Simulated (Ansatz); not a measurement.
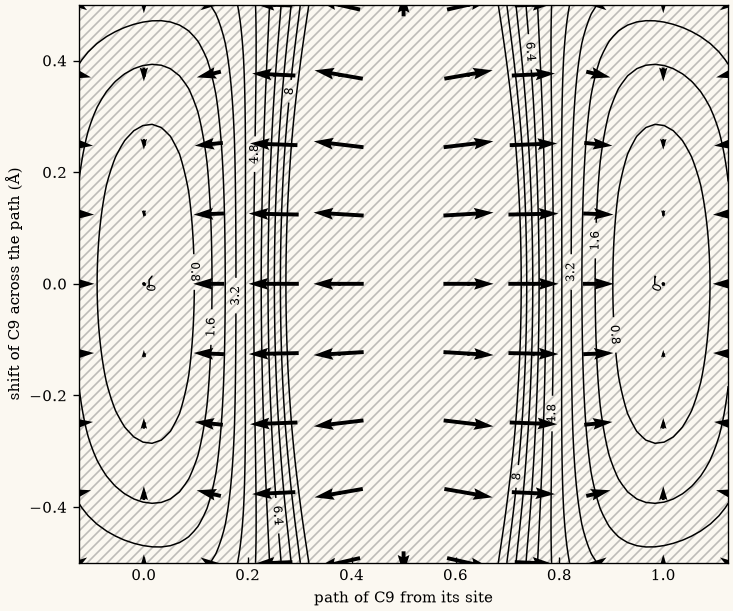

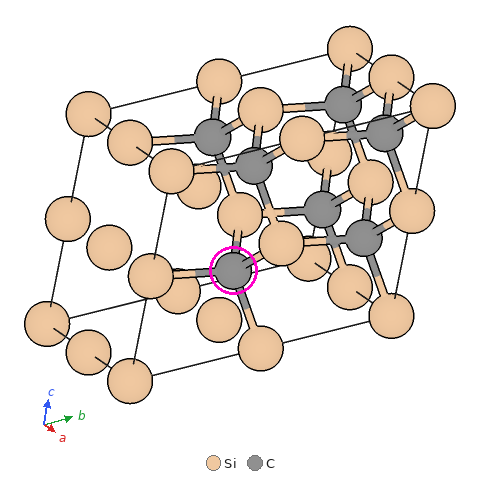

Energy landscape of SiC (F-43m phase) with one C vacancy (15 atoms in the cell, cell charge +4). An atom moved over a plane that holds its own site and a neighbouring vacancy (x, y and z along the cube axes). The first coordinate is: path of C9 from its site (0) to the vacancy (1), 3.097 Å; the second: shift of C9 across the path, along the Cartesian direction [1 0 −1]. Nothing is relaxed (all other atoms held at the sites of the perfect crystal). The scan uses an 11 × 9 grid; 21 points were computed and 71 follow by symmetry. At 7 points there is no value (left out of the scan, as a rule where atoms come close). Points are written as (first, second). All energies are given in eV per cell relative to the lowest grid point. The cell is charged on a uniform background, without a charge correction. The calculation used DFT PBE, scalar-relativistic, plane waves, PAW (Ansatz). Settings: cutoff 420 eV, k-mesh 6×6×6, gaussian smearing 0.05 eV, no spin polarisation.

The picture shows contour lines labelled in eV (none above 8.8), dots at the grid points, arrows along the force (downhill), their lengths compressed, hatched blanks where no value was computed. Between grid points the surface is interpolated. The second picture is the structure at the lowest point; rings mark the moved atoms.

Question: Summarise what can be read from the map.

Answer: The lowest grid point is at (0.000, 0.000 Å) [nearest 4 Si at 1.90 Å]; the map holds 2 wells of about this depth. It is the only kind of minimum in the scanned range. The highest grid point, (0.375, 0.000 Å) [nearest 1 Si at 1.16 Å], lies 17.3 eV above the lowest.

The values on the grid:

| second ↓, first → | −0.125 | 0.000 | 0.125 | 0.250 | 0.375 | 0.500 | 0.625 | 0.750 | 0.875 | 1.000 | 1.125 |
| --- | --- | --- | --- | --- | --- | --- | --- | --- | --- | --- | --- |
| 0.500 | 3.2 | 2.8 | 3.2 | 5.9 | 11.8 | 15.5 | 11.8 | 5.9 | 3.2 | 2.8 | 3.2 |
| 0.375 | 2.3 | 1.5 | 2.3 | 6.2 | 13.8 | – | 13.8 | 6.2 | 2.3 | 1.5 | 2.3 |
| 0.250 | 1.8 | 0.6 | 1.8 | 6.6 | 15.6 | – | 15.6 | 6.6 | 1.8 | 0.6 | 1.8 |
| 0.125 | 1.5 | 0.1 | 1.5 | 7.0 | 16.8 | – | 16.8 | 7.0 | 1.5 | 0.1 | 1.5 |
| 0.000 | 1.4 | 0.0 | 1.4 | 7.1 | 17.3 | – | 17.3 | 7.1 | 1.4 | 0.0 | 1.4 |
| −0.125 | 1.5 | 0.1 | 1.5 | 7.0 | 16.8 | – | 16.8 | 7.0 | 1.5 | 0.1 | 1.5 |
| −0.250 | 1.8 | 0.6 | 1.8 | 6.6 | 15.6 | – | 15.6 | 6.6 | 1.8 | 0.6 | 1.8 |
| −0.375 | 2.3 | 1.5 | 2.3 | 6.2 | 13.8 | – | 13.8 | 6.2 | 2.3 | 1.5 | 2.3 |
| −0.500 | 3.2 | 2.8 | 3.2 | 5.9 | 11.8 | 15.5 | 11.8 | 5.9 | 3.2 | 2.8 | 3.2 |

The input of one point:

```yaml
crystal:
  lattice:
    - [-4.3794502696, -4.3794502696, 0.0]
    - [0.0, -4.3794502696, 4.3794502696]
    - [-4.3794502696, 0.0, 4.3794502696]
  atoms:
    - { symbol: Si, position: [0.5, 0.5, 0.0] }
    - { symbol: Si, position: [0.0, 0.5, 0.0] }
    - { symbol: Si, position: [0.5, 0.0, 0.0] }
    - { symbol: Si, position: [0.0, 0.0, 0.0] }
    - { symbol: Si, position: [0.5, 0.5, 0.5] }
    - { symbol: Si, position: [0.0, 0.5, 0.5] }
    - { symbol: Si, position: [0.5, 0.0, 0.5] }
    - { symbol: Si, position: [0.0, 0.0, 0.5] }
    - { symbol: C, position: [0.875, 0.375, 0.375] }
    - { symbol: C, position: [0.375, 0.875, 0.375] }
    - { symbol: C, position: [0.875, 0.875, 0.375] }
    - { symbol: C, position: [0.375, 0.375, 0.875] }
    - { symbol: C, position: [0.875, 0.375, 0.875] }
    - { symbol: C, position: [0.375, 0.875, 0.875] }
    - { symbol: C, position: [0.875, 0.875, 0.875] }
total_charge: 4
basis:
  ecutwfc: 420
kpoints:
  mp_grid: { grid: [6, 6, 6] }
hamiltonian:
  xc: pbe
  pseudopotentials: { kind: paw, azcp: { folder: soft_1 } }
scf:
  occupations: { method: gaussian, width: 0.05 }
output:
  forces: true
  stress: true
  eigenvalues: true
  write_density: true
  write_potential: true
  elf: true
  volumetric_format: npy
```

The whole map (21 points run) took 7.9 min on 4 threads of Arm Neoverse V1, on a shared host.
